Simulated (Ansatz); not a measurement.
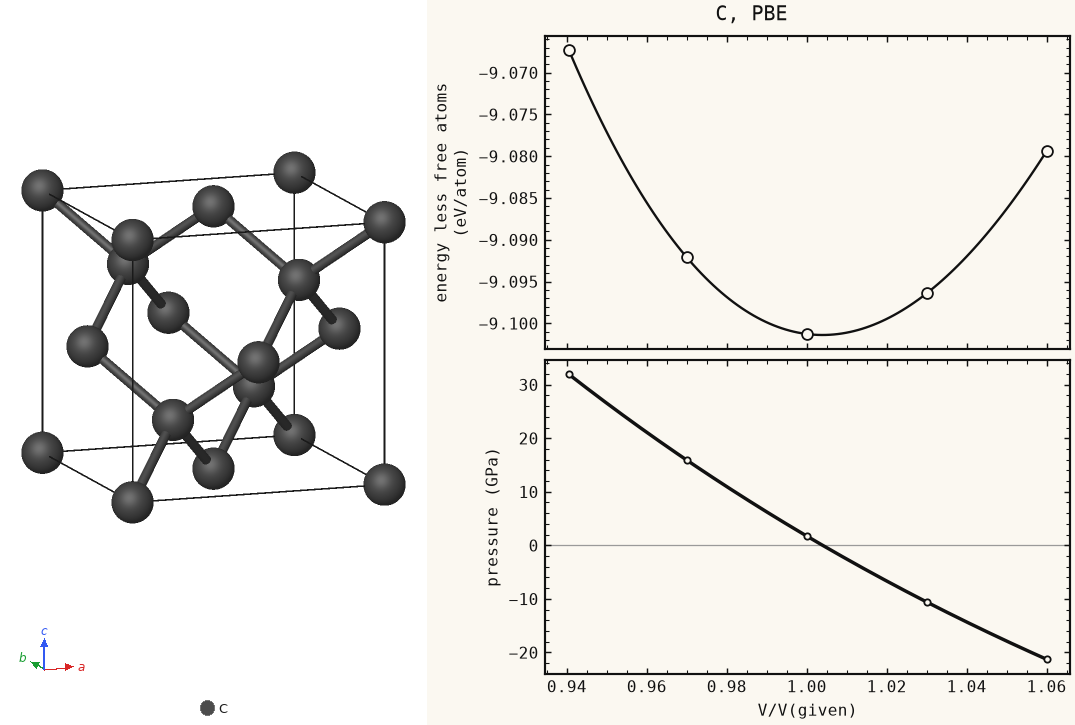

The picture above shows the energy less free atoms and pressure against V/V(given) for C, space group Fd-3m (No. 227). The conventional cell is drawn beside the plot.

Cell as given: a = 2.522 Å, b = 2.522 Å, c = 2.522 Å, α = 60.00°, β = 60.00°, γ = 60.00°; 2 atoms.

How it was computed, with Ansatz 0.2.0: periodic Kohn-Sham DFT of a crystal at fixed atoms, scaled to the stated factor times the given cell; pressure positive in compression, energy less spherical unpolarised free atoms. Level: PBE.

- method: all-electron LAPW
- relativity: scalar
- k mesh: 16×16×16
- occupations: Fermi–Dirac
- smearing width: 0.03 eV
- basis error target: 0.25 (meV/atom)
- nucleus: Gaussian

V(given) is 5.67 Å³/atom.

What equilibrium volume and bulk modulus follow from the curve?

A third-order Birch–Murnaghan fit gives V0 = 5.69 Å³/atom, B0 = 433 GPa and B′ = 3.8.

How does the pressure vary with V/V(given)?

It falls from 31.9 GPa at V/V(given) 0.941 to −21.3 GPa at 1.060, and changes sign near 1.004.
